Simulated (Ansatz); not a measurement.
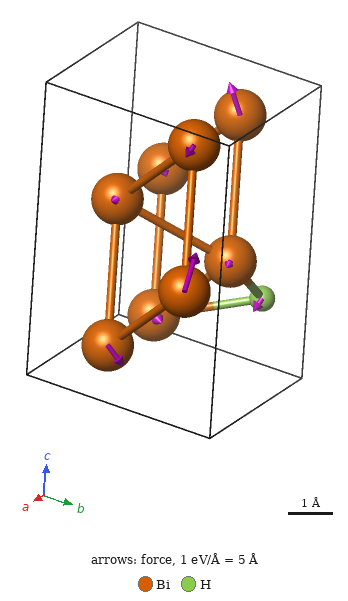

Starting geometry of crystalline Bi8H (set up in P1) (coarse preliminary run) with the computed forces as purple arrows. The picture is a ball-and-stick view of the cell of the calculation, seen slightly off an axis.

Case: 1 H put on empty site 1 of 4 host cells, relaxed.

The calculation used Ansatz, DFT PBE, scalar-relativistic, plane waves, PAW. Set-up: plane-wave cutoff 420 eV; k-point mesh 2 × 4 × 4; occupations gaussian; smearing width 0.1 eV; no spin polarisation; cell and atoms relaxed; force threshold 0.0325 eV/Å; at most 70 steps.

> Is this structure relaxed? If not, where do the atoms go?

It isn't relaxed: the largest force vector, on a Bi atom, is 0.23 eV/Å. The final displacements have little in common with the starting forces (cosine between the two patterns 0.09). The atom that moves furthest relative to the cell is the H atom (1.68 Å along [1 −2 0]). Largest moves by element: H 1.68 Å, Bi 0.40 Å. Cell: a 9.361 → 10.002 Å (+6.8 %), b 4.681 → 4.976 Å (+6.3 %), c 6.805 → 6.794 Å (−0.2 %), α 106.9° → 113.9°, β 106.9° → 113.6°, γ 82.3° → 77.1°. Volume +3.6 %. Near-neighbour distances that change, for instance: Bi–H 2.719 → 4.145 Å, Bi–H 2.719 → 3.988 Å, Bi–H 2.526 → 3.754 Å, Bi–Bi 3.454 → 4.033 Å. Bond angles that change, for instance: Bi–Bi–Bi 95.3° → 115.9°, Bi–Bi–Bi 73.6° → 90.6°, Bi–Bi–Bi 84.7° → 68.2°. The space group stays P1 (No. 1). Over 15 accepted moves (16 points after the start) the energy falls by 0.704 eV per cell of the calculation. Largest force component: 0.16 eV/Å at the start, 0.0092 eV/Å at the end. Pressure: 0.46 GPa at the start and 0.04 GPa at the end. The SCF was repeated once at an unchanged geometry on a basis and grid sized afresh for the cell, which shifted the energy by 8.2 meV per cell of the calculation at most.
